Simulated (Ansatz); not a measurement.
## Geometry relaxation, with input and output: Al16Ni16H (part 4 of 4)

The same run, continued: Al16Ni16H (slab, 33 atoms in the cell); DFT PBE+D3(BJ), scalar-relativistic, plane waves, PAW, no spin polarisation (Ansatz 0.2.0); cutoff 420 eV, 5×4×1 k-mesh, Gaussian smearing of 0.1 eV. The structure derives from an entry of the Crystallography Open Database. The input holds or restrains some coordinates.

Trajectory as extended XYZ, continued:
```
33
Lattice="5.7148 0.0000 0.0000 0.0000 8.0820 0.0000 0.0000 0.0000 25.0615" Properties=species:S:1:pos:R:3:forces:R:3 step=6 energy=-102073.91566
Al    0.0000    2.0205    8.5000    0.0079  -0.0108  -0.6040
Al    0.0000    6.0615    8.5000   -0.0249  -0.0011  -0.6243
Al    2.8574    2.0205    8.5000   -0.0076  -0.0115  -0.6149
Al    2.8574    6.0615    8.5000    0.0265   0.0050  -0.6012
Ni    1.4287    4.0410    8.5000   -0.0105  -0.0147   0.5334
Ni    1.4287    0.0000    8.5000    0.0143   0.0067   0.5427
Ni    4.2861    4.0410    8.5000    0.0115   0.0156   0.5621
Ni    4.2861    0.0000    8.5000   -0.0108   0.0112   0.5058
Al    0.0000    4.0410   10.5205   -0.0341  -0.0370  -0.3101
Al    0.0000    0.0000   10.5205   -0.0195  -0.0089  -0.3908
Al    2.8574    4.0410   10.5205    0.0308  -0.0452  -0.3208
Al    2.8574    0.0000   10.5205   -0.0034   0.0083  -0.3272
Ni    1.4287    6.0615   10.5205   -0.0209   0.0264   0.3723
Ni    1.4287    2.0205   10.5205    0.0155   0.0093   0.4593
Ni    4.2861    6.0615   10.5205    0.0082   0.0244   0.4131
Ni    4.2861    2.0205   10.5205   -0.0101   0.0061   0.4002
Al   -0.0023    6.0379   12.5437    0.0028   0.0025  -0.0039
Al   -0.0005    2.0060   12.5424    0.0016  -0.0016  -0.0149
Al    2.8532    6.0444   12.5398   -0.0033  -0.0003  -0.0037
Al    2.8651    2.0013   12.5680   -0.0070  -0.0009   0.0095
Ni    1.4145   -0.0082   12.5272    0.0034   0.0012   0.0076
Ni    1.4304    4.0209   12.5196   -0.0024  -0.0085   0.0118
Ni    4.2880   -0.0168   12.5242    0.0049   0.0118   0.0071
Ni    4.2809    4.0045   12.5518    0.0021   0.0017  -0.0085
Al   -0.0076   -0.0625   14.6437   -0.0061  -0.0628  -0.0294
Al    0.0074    4.0666   14.6431   -0.0054   0.0027   0.0004
Al    2.8454   -0.0175   14.6424    0.0044   0.0048   0.0067
Al    2.8570    4.0194   14.6787   -0.0003  -0.0034  -0.0032
Ni    1.4327    2.0164   14.4824   -0.0458  -0.0098   0.0328
Ni    1.4382    6.0480   14.4836   -0.0031  -0.0048  -0.0005
Ni    4.3473    2.0043   14.5488   -0.0194   0.0031  -0.0451
Ni    4.2653    6.0418   14.4661    0.0041   0.0069   0.0214
H     5.1396    1.3302   15.7296    0.0966   0.0735   0.0163
33
Lattice="5.7148 0.0000 0.0000 0.0000 8.0820 0.0000 0.0000 0.0000 25.0615" Properties=species:S:1:pos:R:3:forces:R:3 step=7 energy=-102073.94615
Al    0.0000    2.0205    8.5000    0.0054  -0.0092  -0.6008
Al    0.0000    6.0615    8.5000   -0.0208  -0.0020  -0.6258
Al    2.8574    2.0205    8.5000   -0.0054  -0.0089  -0.6172
Al    2.8574    6.0615    8.5000    0.0222   0.0030  -0.6010
Ni    1.4287    4.0410    8.5000   -0.0089  -0.0117   0.5355
Ni    1.4287    0.0000    8.5000    0.0132   0.0094   0.5400
Ni    4.2861    4.0410    8.5000    0.0098   0.0116   0.5589
Ni    4.2861    0.0000    8.5000   -0.0108   0.0108   0.5124
Al    0.0000    4.0410   10.5205   -0.0344  -0.0375  -0.3145
Al    0.0000    0.0000   10.5205   -0.0148  -0.0139  -0.3903
Al    2.8574    4.0410   10.5205    0.0305  -0.0493  -0.3171
Al    2.8574    0.0000   10.5205   -0.0058   0.0072  -0.3220
Ni    1.4287    6.0615   10.5205   -0.0214   0.0211   0.3786
Ni    1.4287    2.0205   10.5205    0.0236   0.0078   0.4457
Ni    4.2861    6.0615   10.5205    0.0094   0.0179   0.4159
Ni    4.2861    2.0205   10.5205   -0.0179   0.0052   0.4005
Al   -0.0022    6.0357   12.5439    0.0028   0.0092  -0.0083
Al    0.0007    2.0044   12.5376   -0.0046   0.0005  -0.0193
Al    2.8530    6.0427   12.5395    0.0002   0.0034  -0.0025
Al    2.8642    1.9990   12.5721   -0.0016   0.0034   0.0038
Ni    1.4148   -0.0100   12.5286    0.0069  -0.0010   0.0017
Ni    1.4303    4.0177   12.5213   -0.0042  -0.0087   0.0189
Ni    4.2886   -0.0174   12.5252    0.0099   0.0172   0.0099
Ni    4.2805    4.0021   12.5523    0.0093   0.0169  -0.0311
Al   -0.0063   -0.0722   14.6401   -0.0446   0.0110   0.0276
Al    0.0077    4.0706   14.6406   -0.0131   0.0035   0.0042
Al    2.8463   -0.0177   14.6426    0.0312   0.0154   0.0193
Al    2.8568    4.0147   14.6783    0.0050  -0.0073  -0.0027
Ni    1.4254    2.0127   14.4867   -0.1367  -0.0354   0.1164
Ni    1.4405    6.0448   14.4837    0.0024  -0.0047  -0.0051
Ni    4.3595    2.0062   14.5461   -0.0278  -0.0240  -0.0121
Ni    4.2632    6.0400   14.4682    0.0057   0.0090   0.0290
H     5.2910    1.4512   15.7074    0.1851   0.0302  -0.1483
33
Lattice="5.7148 0.0000 0.0000 0.0000 8.0820 0.0000 0.0000 0.0000 25.0615" Properties=species:S:1:pos:R:3:forces:R:3 step=8 energy=-102074.00599
Al    0.0000    2.0205    8.5000    0.0031  -0.0078  -0.5983
Al    0.0000    6.0615    8.5000   -0.0136  -0.0023  -0.6273
Al    2.8574    2.0205    8.5000   -0.0038  -0.0068  -0.6200
Al    2.8574    6.0615    8.5000    0.0143   0.0013  -0.6021
Ni    1.4287    4.0410    8.5000   -0.0071  -0.0073   0.5405
Ni    1.4287    0.0000    8.5000    0.0118   0.0100   0.5395
Ni    4.2861    4.0410    8.5000    0.0076   0.0075   0.5571
Ni    4.2861    0.0000    8.5000   -0.0106   0.0102   0.5223
Al    0.0000    4.0410   10.5205   -0.0315  -0.0378  -0.3213
Al    0.0000    0.0000   10.5205   -0.0126  -0.0166  -0.3868
Al    2.8574    4.0410   10.5205    0.0203  -0.0527  -0.3129
Al    2.8574    0.0000   10.5205   -0.0118   0.0084  -0.3135
Ni    1.4287    6.0615   10.5205   -0.0232   0.0168   0.3872
Ni    1.4287    2.0205   10.5205    0.0277   0.0066   0.4384
Ni    4.2861    6.0615   10.5205    0.0064   0.0127   0.4126
Ni    4.2861    2.0205   10.5205   -0.0322   0.0050   0.4120
Al   -0.0035    6.0348   12.5445    0.0044   0.0157  -0.0123
Al   -0.0009    2.0036   12.5351   -0.0022   0.0025  -0.0253
Al    2.8521    6.0421   12.5401   -0.0022   0.0047  -0.0060
Al    2.8596    1.9981   12.5784    0.0009   0.0032   0.0045
Ni    1.4139   -0.0110   12.5301    0.0106  -0.0022  -0.0038
Ni    1.4284    4.0153   12.5245   -0.0034  -0.0133   0.0218
Ni    4.2878   -0.0170   12.5261    0.0127   0.0207   0.0085
Ni    4.2793    4.0031   12.5487    0.0113   0.0156  -0.0359
Al   -0.0075   -0.0825   14.6387   -0.0442   0.0015   0.0102
Al    0.0031    4.0738   14.6393   -0.0120   0.0006   0.0072
Al    2.8461   -0.0190   14.6446    0.0432   0.0258   0.0254
Al    2.8535    4.0086   14.6782    0.0076  -0.0051  -0.0055
Ni    1.4069    2.0066   14.5022   -0.2233  -0.0523   0.1652
Ni    1.4408    6.0409   14.4839    0.0102  -0.0047  -0.0075
Ni    4.3610    2.0061   14.5435   -0.0794  -0.0173  -0.0593
Ni    4.2598    6.0369   14.4704    0.0022   0.0126   0.0370
H     5.4440    1.5453   15.6322    0.3185   0.0449  -0.1504
33
Lattice="5.7148 0.0000 0.0000 0.0000 8.0820 0.0000 0.0000 0.0000 25.0615" Properties=species:S:1:pos:R:3:forces:R:3 step=9 energy=-102074.09180
Al    0.0000    2.0205    8.5000    0.0002  -0.0067  -0.5957
Al    0.0000    6.0615    8.5000   -0.0048  -0.0022  -0.6287
Al    2.8574    2.0205    8.5000   -0.0025  -0.0056  -0.6226
Al    2.8574    6.0615    8.5000    0.0037  -0.0001  -0.6036
Ni    1.4287    4.0410    8.5000   -0.0053  -0.0022   0.5480
Ni    1.4287    0.0000    8.5000    0.0101   0.0093   0.5410
Ni    4.2861    4.0410    8.5000    0.0051   0.0033   0.5546
Ni    4.2861    0.0000    8.5000   -0.0101   0.0097   0.5333
Al    0.0000    4.0410   10.5205   -0.0247  -0.0370  -0.3272
Al    0.0000    0.0000   10.5205   -0.0137  -0.0173  -0.3783
Al    2.8574    4.0410   10.5205   -0.0028  -0.0563  -0.3021
Al    2.8574    0.0000   10.5205   -0.0214   0.0129  -0.2979
Ni    1.4287    6.0615   10.5205   -0.0260   0.0146   0.3930
Ni    1.4287    2.0205   10.5205    0.0293   0.0049   0.4430
Ni    4.2861    6.0615   10.5205   -0.0025   0.0111   0.4066
Ni    4.2861    2.0205   10.5205   -0.0588   0.0050   0.4330
Al   -0.0059    6.0360   12.5449   -0.0010   0.0068  -0.0064
Al   -0.0061    2.0031   12.5331    0.0087   0.0062  -0.0073
Al    2.8505    6.0427   12.5416   -0.0071   0.0014  -0.0098
Al    2.8483    1.9982   12.5897    0.0088   0.0010   0.0172
Ni    1.4118   -0.0115   12.5325    0.0180  -0.0082  -0.0135
Ni    1.4238    4.0122   12.5311    0.0033  -0.0120   0.0110
Ni    4.2856   -0.0140   12.5280    0.0006   0.0144  -0.0006
Ni    4.2772    4.0064   12.5410    0.0018   0.0004  -0.0155
Al   -0.0167   -0.1002   14.6367    0.0075   0.0174   0.0049
Al   -0.0083    4.0766   14.6397    0.0052  -0.0113   0.0134
Al    2.8440   -0.0192   14.6510    0.0187   0.0218   0.0182
Al    2.8458    3.9998   14.6781   -0.0001  -0.0118  -0.0079
Ni    1.3610    1.9942   14.5385   -0.1424  -0.0255   0.0610
Ni    1.4394    6.0356   14.4839    0.0250  -0.0105  -0.0118
Ni    4.3478    2.0013   14.5397   -0.0488  -0.0204  -0.0396
Ni    4.2540    6.0333   14.4764   -0.0222  -0.0039   0.0216
H     5.6067    1.6097   15.5462    0.2473   0.0907  -0.1297
33
Lattice="5.7148 0.0000 0.0000 0.0000 8.0820 0.0000 0.0000 0.0000 25.0615" Properties=species:S:1:pos:R:3:forces:R:3 step=10 energy=-102074.09436
Al    0.0000    2.0205    8.5000   -0.0016  -0.0054  -0.5961
Al    0.0000    6.0615    8.5000    0.0008  -0.0020  -0.6297
Al    2.8574    2.0205    8.5000   -0.0002  -0.0044  -0.6261
Al    2.8574    6.0615    8.5000   -0.0030  -0.0012  -0.6054
Ni    1.4287    4.0410    8.5000   -0.0026   0.0017   0.5529
Ni    1.4287    0.0000    8.5000    0.0078   0.0084   0.5419
Ni    4.2861    4.0410    8.5000    0.0023  -0.0002   0.5526
Ni    4.2861    0.0000    8.5000   -0.0083   0.0093   0.5415
Al    0.0000    4.0410   10.5205   -0.0140  -0.0328  -0.3397
Al    0.0000    0.0000   10.5205   -0.0098  -0.0198  -0.3812
Al    2.8574    4.0410   10.5205   -0.0120  -0.0594  -0.3057
Al    2.8574    0.0000   10.5205   -0.0144   0.0158  -0.3066
Ni    1.4287    6.0615   10.5205   -0.0270   0.0087   0.3958
Ni    1.4287    2.0205   10.5205    0.0431   0.0033   0.4307
Ni    4.2861    6.0615   10.5205    0.0010   0.0084   0.3980
Ni    4.2861    2.0205   10.5205   -0.0717   0.0037   0.4356
Al   -0.0056    6.0370   12.5456   -0.0048   0.0031   0.0094
Al   -0.0052    2.0038   12.5278   -0.0044  -0.0022  -0.0083
Al    2.8516    6.0430   12.5397    0.0091  -0.0008  -0.0003
Al    2.8460    1.9983   12.5962    0.0195  -0.0014  -0.0346
Ni    1.4169   -0.0130   12.5294    0.0082  -0.0010  -0.0072
Ni    1.4243    4.0090   12.5344    0.0020  -0.0021   0.0034
Ni    4.2869   -0.0108   12.5277   -0.0021  -0.0030   0.0042
Ni    4.2784    4.0085   12.5340    0.0064   0.0029   0.0014
Al   -0.0108   -0.1054   14.6333    0.0108   0.0002  -0.0001
Al   -0.0103    4.0772   14.6415    0.0050   0.0017   0.0040
Al    2.8479   -0.0145   14.6555    0.0044   0.0017   0.0139
Al    2.8443    3.9910   14.6734    0.0118   0.0113   0.0049
Ni    1.3279    1.9886   14.5519    0.4050   0.0930  -0.3187
Ni    1.4473    6.0312   14.4802    0.0087   0.0004   0.0014
Ni    4.3398    1.9967   14.5293   -0.0286  -0.0052  -0.0407
Ni    4.2504    6.0312   14.4815   -0.0028  -0.0001   0.0027
H     5.7571    1.6951   15.4558   -0.3396  -0.0326   0.3067
33
Lattice="5.7148 0.0000 0.0000 0.0000 8.0820 0.0000 0.0000 0.0000 25.0615" Properties=species:S:1:pos:R:3:forces:R:3 step=11 energy=-102074.11756
Al    0.0000    2.0205    8.5000    0.0002  -0.0049  -0.5982
Al    0.0000    6.0615    8.5000    0.0003  -0.0010  -0.6288
Al    2.8574    2.0205    8.5000    0.0001  -0.0034  -0.6268
Al    2.8574    6.0615    8.5000   -0.0001  -0.0002  -0.6039
Ni    1.4287    4.0410    8.5000   -0.0020  -0.0012   0.5493
Ni    1.4287    0.0000    8.5000    0.0073   0.0082   0.5396
Ni    4.2861    4.0410    8.5000    0.0020  -0.0012   0.5493
Ni    4.2861    0.0000    8.5000   -0.0073   0.0081   0.5394
Al    0.0000    4.0410   10.5205    0.0017  -0.0190  -0.3467
Al    0.0000    0.0000   10.5205    0.0023  -0.0185  -0.3790
Al    2.8574    4.0410   10.5205    0.0023  -0.0452  -0.3156
Al    2.8574    0.0000   10.5205    0.0019   0.0141  -0.3165
Ni    1.4287    6.0615   10.5205   -0.0159   0.0067   0.4131
Ni    1.4287    2.0205   10.5205    0.0538   0.0031   0.3986
Ni    4.2861    6.0615   10.5205    0.0192   0.0067   0.4129
Ni    4.2861    2.0205   10.5205   -0.0497   0.0031   0.4014
Al    0.0003    6.0445   12.5485    0.0023   0.0032  -0.0032
Al    0.0015    2.0082   12.5223   -0.0024   0.0028   0.0050
Al    2.8584    6.0482   12.5407    0.0022   0.0022   0.0044
Al    2.8578    2.0047   12.5830    0.0024   0.0022  -0.0207
Ni    1.4253   -0.0064   12.5291   -0.0149  -0.0051   0.0062
Ni    1.4310    4.0151   12.5330   -0.0168   0.0173   0.0051
Ni    4.2916   -0.0057   12.5290    0.0112  -0.0049   0.0045
Ni    4.2858    4.0149   12.5334    0.0141   0.0146   0.0029
Al    0.0008   -0.0845   14.6384    0.0063   0.0194  -0.0106
Al    0.0014    4.0878   14.6403    0.0023  -0.0172  -0.0073
Al    2.8597   -0.0033   14.6575   -0.0070   0.0027   0.0052
Al    2.8592    4.0080   14.6697   -0.0041  -0.0029   0.0097
Ni    1.3672    2.0070   14.5227   -0.0072   0.0019   0.0028
Ni    1.4575    6.0443   14.4833   -0.0180   0.0095  -0.0012
Ni    4.3504    2.0082   14.5198    0.0137  -0.0046   0.0203
Ni    4.2607    6.0447   14.4852    0.0119   0.0052  -0.0123
H     5.7184    1.7469   15.4863   -0.0119  -0.0027  -0.0002
33
Lattice="5.7148 0.0000 0.0000 0.0000 8.0820 0.0000 0.0000 0.0000 25.0615" Properties=species:S:1:pos:R:3:forces:R:3 step=12 energy=-102074.11760
Al    0.0000    2.0205    8.5000    0.0000  -0.0049  -0.5983
Al    0.0000    6.0615    8.5000    0.0004  -0.0010  -0.6287
Al    2.8574    2.0205    8.5000    0.0002  -0.0035  -0.6270
Al    2.8574    6.0615    8.5000   -0.0002  -0.0002  -0.6038
Ni    1.4287    4.0410    8.5000   -0.0020  -0.0010   0.5493
Ni    1.4287    0.0000    8.5000    0.0073   0.0082   0.5396
Ni    4.2861    4.0410    8.5000    0.0020  -0.0012   0.5495
Ni    4.2861    0.0000    8.5000   -0.0073   0.0082   0.5395
Al    0.0000    4.0410   10.5205    0.0016  -0.0188  -0.3470
Al    0.0000    0.0000   10.5205    0.0024  -0.0187  -0.3792
Al    2.8574    4.0410   10.5205    0.0024  -0.0450  -0.3158
Al    2.8574    0.0000   10.5205    0.0019   0.0139  -0.3165
Ni    1.4287    6.0615   10.5205   -0.0160   0.0070   0.4128
Ni    1.4287    2.0205   10.5205    0.0535   0.0028   0.3987
Ni    4.2861    6.0615   10.5205    0.0192   0.0068   0.4125
Ni    4.2861    2.0205   10.5205   -0.0494   0.0029   0.4004
Al    0.0003    6.0445   12.5485    0.0022   0.0033  -0.0030
Al    0.0015    2.0082   12.5223   -0.0020   0.0030   0.0052
Al    2.8584    6.0482   12.5407    0.0023   0.0025   0.0044
Al    2.8578    2.0047   12.5830    0.0021   0.0022  -0.0200
Ni    1.4253   -0.0064   12.5291   -0.0145  -0.0047   0.0065
Ni    1.4310    4.0151   12.5330   -0.0168   0.0164   0.0059
Ni    4.2916   -0.0057   12.5290    0.0108  -0.0058   0.0046
Ni    4.2858    4.0149   12.5334    0.0140   0.0150   0.0032
Al    0.0008   -0.0845   14.6384    0.0066   0.0193  -0.0105
Al    0.0014    4.0878   14.6403    0.0026  -0.0172  -0.0073
Al    2.8597   -0.0033   14.6575   -0.0070   0.0031   0.0050
Al    2.8592    4.0080   14.6697   -0.0043  -0.0034   0.0096
Ni    1.3672    2.0070   14.5227   -0.0066   0.0025   0.0021
Ni    1.4575    6.0443   14.4833   -0.0186   0.0096  -0.0012
Ni    4.3504    2.0082   14.5198    0.0119  -0.0042   0.0214
Ni    4.2607    6.0447   14.4852    0.0124   0.0056  -0.0119
H     5.7184    1.7469   15.4863   -0.0114  -0.0027  -0.0001
```

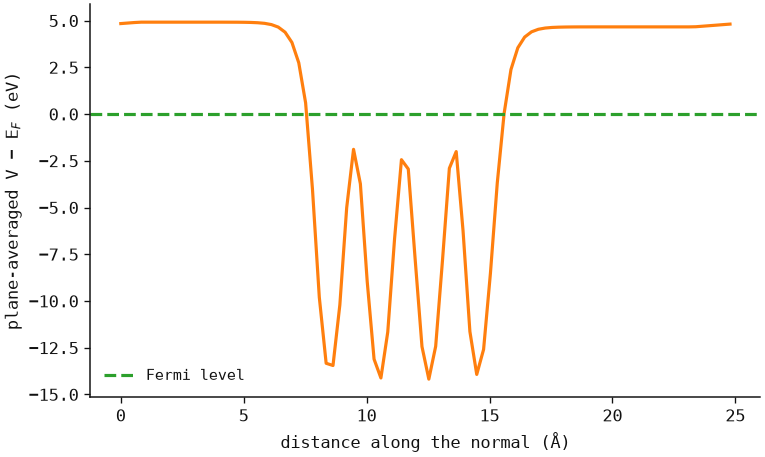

Plane average of the electrostatic potential energy of an electron across the cell, from the Fermi level. The vacuum level lies 4.67 eV above the Fermi level on the upper side and 4.92 eV on the lower.

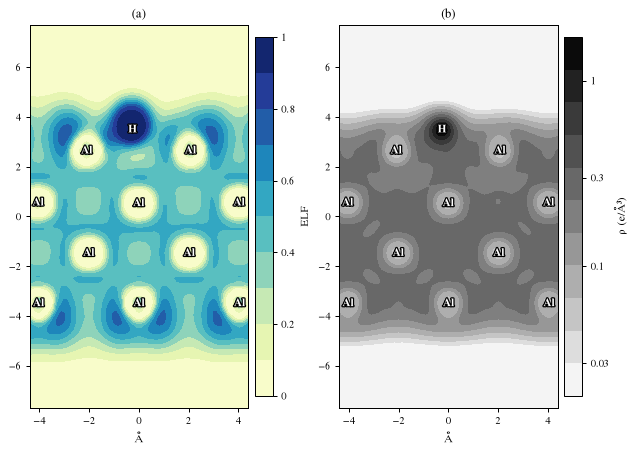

(a) ELF; (b) valence pseudo-density on the (100) plane of the calculation cell, a cut from vacuum to vacuum. The section cuts through Al and H sites. The density dies away to nearly zero in the vacuum. Core electrons are frozen (PAW), so the fields are smoothed inside the atomic spheres.

Summary:

| quantity | value |
| --- | --- |
| outcome | converged under the restraints of the input |
| electrons treated | 337 |
| free energy | −102074.1176 eV |
| work function, top face | 4.67 eV |
| work function, bottom face | 4.92 eV |
| Fermi energy | 1.460 eV |
| gap on the k-point mesh | none (metallic) |
| final volume | 1157.53 Å³ |
| work function (upper face) | 4.67 eV |
| largest force (length of the vector) at the end, held atoms and coordinates included | 0.629 eV/Å |
| hardware | 4 threads of Arm Neoverse V2, 24 GiB of memory available, shared host |
| wall time | 25 min (CPU time 1.7 h) |
| peak memory | 5 GiB |

Notes:

The run has no spin polarisation, so a magnetic state may lie lower.
